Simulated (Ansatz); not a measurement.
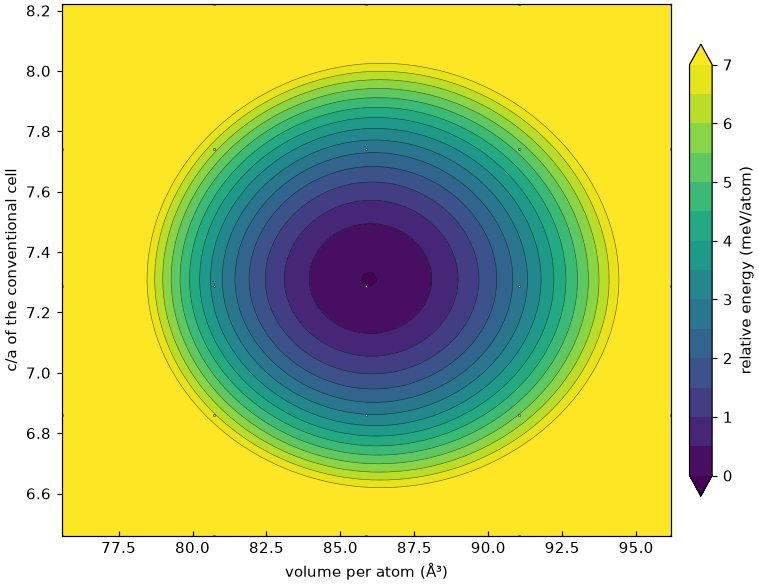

Rb (R-3m, No. 166; 3 atoms in the cell). 
- The energy is mapped over volume and the cell's shape.
- The first coordinate is: volume per atom; the second: c/a of the conventional cell.
- Nothing is relaxed (fractional coordinates fixed).
- The grid has 5 × 5 points.
- Points are written as (first, second).
- Energies: meV/atom, counted from the lowest grid point.
- Level of theory: Ansatz 0.2.0, DFT PBE+D3(BJ), scalar-relativistic, plane waves, PAW. Settings: cutoff 420 eV, k-mesh 12×12×12, gaussian smearing 0.15 eV, no spin polarisation.

The picture shows filled contours, dots at the grid points, one colour for all values above the top of the scale. Between grid points the surface is interpolated.

Question: Where is the minimum, and how stiff is the well along each coordinate?

Answer: The interpolated minimum is at volume per atom ≈ 85.9 Å³, c/a of the conventional cell ≈ 7.31. The curvatures there are about 0.00067 eV/(Å³)² and 0.089 eV, with a cross term of about 0 eV/Å³ (per cell of 3 atoms). Round the minimum the two coordinates are nearly uncoupled.
